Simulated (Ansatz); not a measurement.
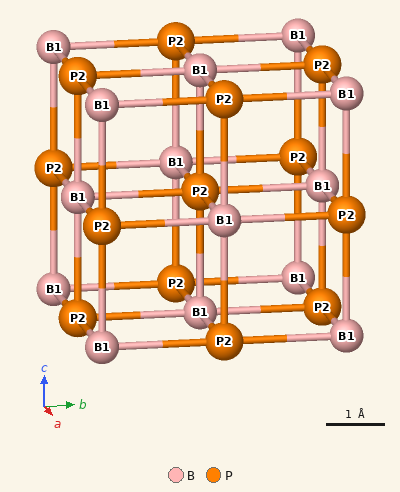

Figure 1. The input geometry (ball-and-stick view of the cell 4 times as large as that of the calculation, set on its symmetry axes, seen slightly off an axis; atoms are numbered from 1 in the order of the input). An atom can appear more than once, as a periodic image.

## BP: Wannier-function calculation

System: BP (Fm-3m, 2 atoms in the cell).
Method: maximally localised Wannier functions of PBE bands, plane waves, PAW, no spin polarisation (Ansatz 0.2.0).

The structure was built on a prototype by a generator. The geometry comes from this level: r2SCAN. It belongs to a series of runs on one base structure; here: anion s p. Figures and captions count atoms from 1; the log counts them from 0 in places.

**What the program printed**
```
scf.n_extra_bands = 6 over 4 filled bands (N_el = 8.0): the run solves 10 bands
Engine: ansatz 0.2.0, aarch64-unknown-linux-gnu
Pseudopotentials: kind: paw
Pseudopotential: B, paw, valence charge 3, recommended cutoff 420 eV (normal), B.paw.azcp
Pseudopotential: P, paw, valence charge 5, recommended cutoff 420 eV (normal), P.paw.azcp
Functional definition: PBE
  parameter kappa = 0.804
  parameter beta = 0.06672455060314922
  exchange = pbe_x(kappa = kappa, mu = beta*pi^2/3)
  correlation = pbe_c(beta = beta)
Crystal: 2 atoms, lattice volume = 20.028 Å³
Basis set: ecut = 420 eV, 387 PW (Γ)
Bands: 10, of which v1, the nominal top of the filled ones, is band 4 counted from 1 (3 counted from 0)
Symmetry: 48 space group operations
Space group: Fm-3m (ITA 225), of the structure as read, at distance tolerance 2.7e-5 Å
k-points: 29 of 512
Non-local potential: B, projectors of the file, l = 0: 2, l = 1: 2, l = 2: 1
Non-local potential: P, projectors of the file, l = 0: 2, l = 1: 2, l = 2: 2
PAW form: soft (Blöchl's): semilocal exchange-correlation on the pseudo side does not see the compensation charge
PAW one-centre angular grid: B, 110 points (default); XC on 64 Gauss nodes
PAW one-centre angular grid: P, 110 points (default); XC on 64 Gauss nodes
Initial density: superposition of atomic densities (neutral atoms: chi_scale 0, normalization atom), corrected by the library's trained network
Initial wavefunctions: pseudopotential atomic-orbital guess
Functional: x = pbe(κ = 0.804, μ = 0.2195149727645171), c = pbe(β = 0.06672455060314922)
SCF iter   1: F=—  HF=-910.286284 eV  |F-HF|=—  |Δ(HF+E_count)|=         —  Δρ=1.86e-3  dr2=3.32e-4  ethr=1.77e-3  ⟨swp⟩=6.2  Hψ=2280  notcnv=0
preconditioner: auto → none  [metal: Δε(μ)=0.026 eV  Ē_g=15.003 eV  σ=0.020 eV  W_gap=0.31  n_scr=0 (ndim 8)  ℏωp=23.5 eV  f_vac=0.000  D(μ)=2.98/eV (n_scr^D=58)]
SCF iter   2: F=—  HF=-910.286452 eV  |F-HF|=—  |Δ(HF+E_count)|=   1.68e-4  Δρ=8.95e-4  dr2=6.82e-5  ethr=4.15e-6  ⟨swp⟩=2.3  Hψ=680  notcnv=0  defer=20
SCF iter   3: F=—  HF=-910.286528 eV  |F-HF|=—  |Δ(HF+E_count)|=   7.61e-5  Δρ=4.24e-4  dr2=1.59e-5  ethr=8.53e-7  ⟨swp⟩=1.8  Hψ=314  notcnv=0  defer=20
iter 4 did not close the SCF: its close was put off for the readings that it lacked (scf_convergence_deferred on its scf_iter line)
SCF iter   4: F=-910.286551 eV  HF=-910.286551 eV  |F-HF|=6.53e-9  |Δ(HF+E_count)|=   2.24e-5  Δρ=1.33e-5  dr2=2.30e-8  ethr=1.99e-7  ⟨swp⟩=2.3  Hψ=353  notcnv=0  defer=20
iter 5 did not close the SCF: its close was put off for the readings that it lacked (scf_convergence_deferred on its scf_iter line)
SCF iter   5: F=-910.286551 eV  HF=-910.286551 eV  |F-HF|=6.45e-10  |Δ(HF+E_count)|=   1.92e-8  Δρ=1.94e-6  dr2=9.58e-10  ethr=2.88e-10  ⟨swp⟩=2.3  Hψ=364  notcnv=0  defer=20
SCF iter   6: F=-910.286551 eV  HF=-910.286551 eV  |F-HF|=7.57e-11  |Δ(HF+E_count)|=  1.98e-10  Δρ=6.09e-7  dr2=9.88e-11  ethr=1.20e-11  ⟨swp⟩=3.9  Hψ=1093  notcnv=0
SCF 1 converged in 6 iterations: F = -910.286551 eV  dr2 = 9.88e-11
  greatest PAW one-centre occupation: 0.792 electrons in one spin orbital (limit 2), on the P atom at site 1 (counted from 0), in its partial waves of l = 0
NSCF: frozen V_eff on 62 k-points
NSCF: frozen V_eff on 19 k-points
the Wannier pass solved 19 of the 216 points of its mesh, and has the states at the others by symmetry: states obtained by the crystal's operations at points that were solved too leave a residual of 2.65e-13 eV (read by the count's bands and the next), within 4.17e-6 eV
NSCF: frozen V_eff on 19 k-points
the Wannier pass solved 19 of the 216 points of its mesh, and has the states at the others by symmetry: states obtained by the crystal's operations at points that were solved too leave a residual of 3.50e-13 eV (read by the count's bands and the next), within 4.17e-6 eV
SCF converged after 6 iterations
Free energy (F): -910.286551 eV
Harris-Foulkes:  -910.286551 eV  (|F-HF|=7.57e-11)
Internal energy: -910.283055 eV  (E = F + TS)
E sigma→0 (E₀):  -910.284803 eV
Entropy (-TS):   -0.003496 eV (-1.748 meV/atom)
Fermi energy:    11.830293 eV
--- Per-component energies (eV) ---
  E_band       = 41.514115
  E_kinetic    = 119.368734
  E_local      = -22.626087  (includes V_loc(G=0)·N_el)
  E_nonlocal   = 45.081699
  E_hartree    = 4.873535
  E_xc         = -94.400771
  E_vxc        = -100.121261  (∫ρ·V_xc dr)
  E_paw        = -647.625240  (= ΣΔE_a)
  E_vpaw       = -9.936046  (= ΣTr[D̂ρ^β])
  E_aug_tail   = 0.000001  (compensation charges beyond the density's cutoff)
  E_ewald      = -314.954925
  E_smearing   = -0.003496  (= −TS)
  E_closure    = 0.000000  (closes the sum)
  Σ components = -910.286551   (vs F -910.286551, Δ=0.00e0)
--- Band table (eV; the first three rows and the last of 29) ---
  k-point 0: bands = ["-5.0462", "11.9378", "11.9378", "11.9378", "18.5340", "19.7883", "19.7883", "19.7883", "20.5914", "20.5914"]
  k-point 1: bands = ["-4.7125", "10.0567", "11.8472", "11.8472", "18.5405", "18.6064", "18.6064", "20.2177", "20.5453", "20.5453"]
  k-point 2: bands = ["-3.7199", "6.6764", "11.7771", "11.7771", "16.1510", "16.1510", "17.7891", "19.7254", "22.5829", "22.5829"]
  k-point 28: bands = ["2.0480", "4.4673", "4.5551", "4.5551", "15.5056", "16.6112", "21.2312", "21.2312", "25.1563", "25.1563"]
Wannier search: line search 1 of at most 3000: gauge-dependent spread (as the search counts it) 3.0294146 Å², largest recent change 4.8e-1 Å² and fall left 1.7e-3 Å² against conv_tol 1.0e-8 Å², 0 stops escaped
```

**File wannier.spreads.toml**
```
omega_i_ang2 = 6.115414095774625
omega_d_ang2 = 0.015399203779935106
omega_od_ang2 = 1.7202733348570807
omega_total_ang2 = 7.851086634411641
least_projectability = 0.7033122337697554
b_vectors_match_mmn = true
n_iter = 37
converged = true
rejected_fitted_steps = 1

[[wannier]]
r = [1.803978933993378, 2.5068714572747406, 2.506871321837159]
spread = 1.9627716186608382

[[wannier]]
r = [2.506870234065836, 2.5068703934167176, 1.8039768054454817]
spread = 1.9627716461849598

[[wannier]]
r = [2.506871616599116, 1.8039783270725611, 2.506870526636743]
spread = 1.962771681675493

[[wannier]]
r = [1.803977127024666, 1.8039777349046255, 1.8039792539954427]
spread = 1.9627716878903385

[[curvature_check]]
after_line_search = 9
omega_tilde_before_ang2 = 3.0268709949200883
krylov_steps = 51
lowest_ritz_value_ang2 = -3.191576256962884
residual_ang2 = 4.754808171842321e-15
settled = true
first_negative_step = 3
curvature_along_ang2 = -1.433853726956657
angle_rad = 1.5707963267948963
omega_tilde_after_ang2 = 1.9013546348470896
outcome = "escaped"

[[curvature_check]]
after_line_search = 37
omega_tilde_before_ang2 = 1.7356725386370158
krylov_steps = 43
lowest_ritz_value_ang2 = 0.09569589272986123
residual_ang2 = 3.6934873067436913e-10
settled = true
outcome = "no-negative-curvature"
```

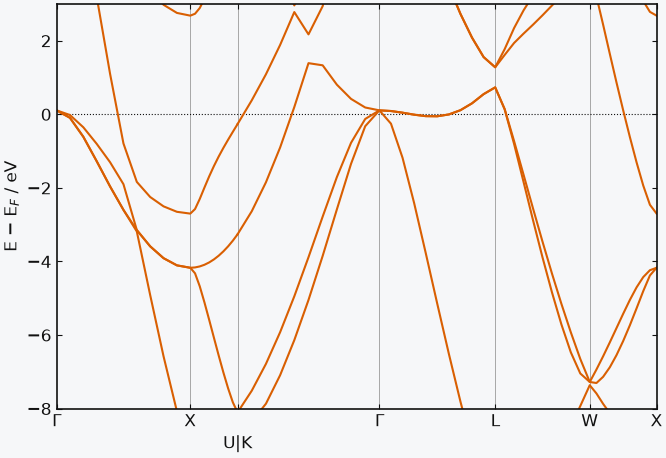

Figure 2. Band structure along Γ–X–U|K–Γ–L–W–X, with energies from the Fermi level. Bands cross the Fermi level: a metal at this level of theory.

This output came from the following input.

**Input**
```yaml
crystal:
  lattice:
    - [0.0, 2.1554244777, 2.1554244777]
    - [2.1554244777, 0.0, 2.1554244777]
    - [2.1554244777, 2.1554244777, 0.0]
  atoms:
    - { symbol: B, position: [0.0, 0.0, 0.0] }
    - { symbol: P, position: [0.5, 0.5, 0.5] }
kpoints:
  mp_grid: { grid: [8, 8, 8] }
  band_path:
    path:
      - [[0.0, 0.0, 0.0], [0.5, -6.427060125579e-35, 0.5], [0.625, 0.25, 0.625]]
      - [[0.375, 0.375, 0.75], [0.0, 0.0, 0.0], [0.5, 0.5, 0.5], [0.5, 0.25, 0.75], [0.5, -6.427060125579e-35, 0.5]]
    npoints: 10
hamiltonian:
  xc: pbe
scf:
  occupations: { method: fermi_dirac, width: 0.02 }
  n_extra_bands: 6
output:
  forces: false
  stress: false
  eigenvalues: true
  wannier:
    kmesh: [6, 6, 6]
    projections: [{ species: P, l: s, shell: 3 }, { species: P, l: p, shell: 3 }]
    minimise: true
    write_hr: true
    conv_tol: 1.0e-08
    max_iter: 3000
```

**File wannier.win**
```
! ansatz wannier90 interface
! projections by site (counted from 0) and shell: 1 3S, 1 3P
! states of the run's bands (counted from 1): combinations of 1-6
! their least projectability: 0.7033
num_bands = 4
num_wann  = 4
num_iter  = 2000
conv_tol = 1e-8
conv_window = 5
guiding_centres = true
write_hr = true

begin unit_cell_cart
Ang
                      0.0             2.1554244777             2.1554244777
             2.1554244777                      0.0             2.1554244777
             2.1554244777             2.1554244777                      0.0
end unit_cell_cart

begin atoms_frac
B                        0.0                      0.0                      0.0
P                        0.5                      0.5                      0.5
end atoms_frac

mp_grid = 6 6 6
```

Run as:
```bash
ansatz run input.yaml --threads 4 --pin off --max-ram 3686MiB --backend cpu --events-out ev --progress --plain --runs-dir out
```

**Summary**

```csv
quantity,value
outcome,converged
space group (tolerance 0.01 Å),Fm-3m (225)
electrons treated,8
free energy,−910.2866 eV
total spread of the Wannier functions,7.851 Å²
Fermi energy,11.830 eV
band gap,none (metallic)
hardware,"4 threads of Arm Neoverse V2, 24 GiB of memory available, shared host"
wall time,0.65 s (CPU time 1.9 s)
peak memory,0.25 GiB
```
